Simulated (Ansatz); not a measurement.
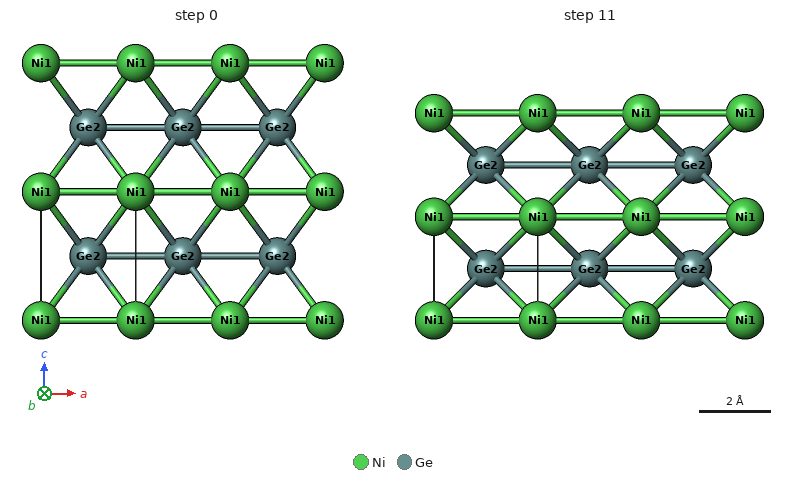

The structure of solid NiGe (built on the CuAu (L1_0) type) before (left) and after (right) a relaxation, at one scale.

The picture is a ball-and-stick view of the cell of the calculation, repeated 3 × 1 × 2 with one cell outlined, seen along the b axis.

All numbers below come from DFT PBEsol, scalar-relativistic, plane waves, PAW (Ansatz). Set-up: plane-wave cutoff 420 eV; k-point mesh 16 × 16 × 12; occupations gaussian; smearing width 0.1 eV; no spin polarisation; cell and atoms relaxed; force threshold 0.01 eV/Å; at most 80 steps.

Q: Summarise the run.

A: No atom moves by more than 0.005 Å relative to the cell. Cell: a = b 2.672 → 2.929 Å (+9.6 %), c 3.634 → 2.927 Å (−19.5 %). Volume −3.2 %. Some distances before and after: Ni1–Ni1 2.672 → 2.929 Å, Ge2–Ge2 2.672 → 2.929 Å, Ni1–Ge2 2.621 → 2.536 Å. The space group (tolerance 0.01 Å) goes from P4/mmm (No. 123) to Pm-3m (No. 221). Over 9 accepted moves (11 points after the start) the energy falls by 82.7 meV per atom. All forces vanish by symmetry, so only the cell relaxes. The pressure goes from −4.60 to 0.00 GPa. The SCF was repeated twice at an unchanged geometry on a basis and grid sized afresh for the cell, which shifted the energy by 2.0 meV per atom at most.
